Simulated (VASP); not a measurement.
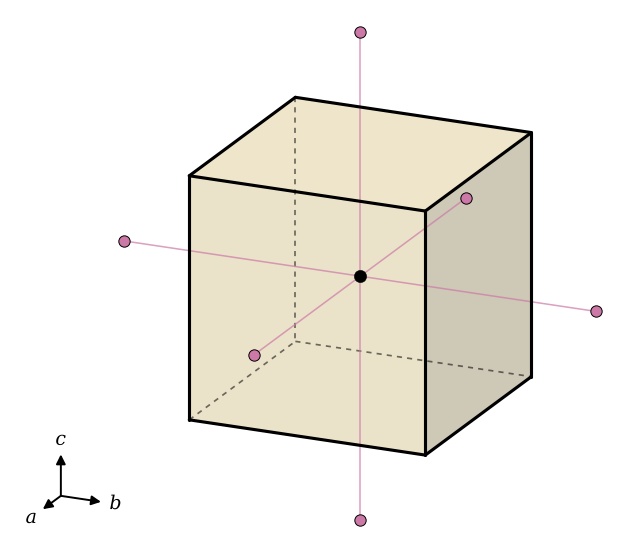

For AlPt, the end point of a relaxation with VASP Kohn-Sham DFT of a periodic cell, LDA, VASP PAW LDA potentials, recommended (VASP 6.6.1): the Wigner–Seitz cell of the crystal's lattice, with lines to the lattice points that define its faces. All values are computed from the atomic coordinates in the standard setting (tolerance 0.002 Å).

a = 3.042 Å, b = 3.042 Å, c = 3.042 Å, α = 90.00°, β = 90.00°, γ = 90.00°; lattice centring P.

Which of Fedorov's five parallelohedra is it?

Answer. A parallelepiped: 6 faces (6 with 4 edges), 12 edges, 8 vertices. Its volume is that of the primitive cell, 28.1 Å³.

Which lattice vectors do the faces bisect?

Answer.
```csv
example,length (Å),faces,edges of each,area (Å²)
a,3.04,6,4,9.3
```
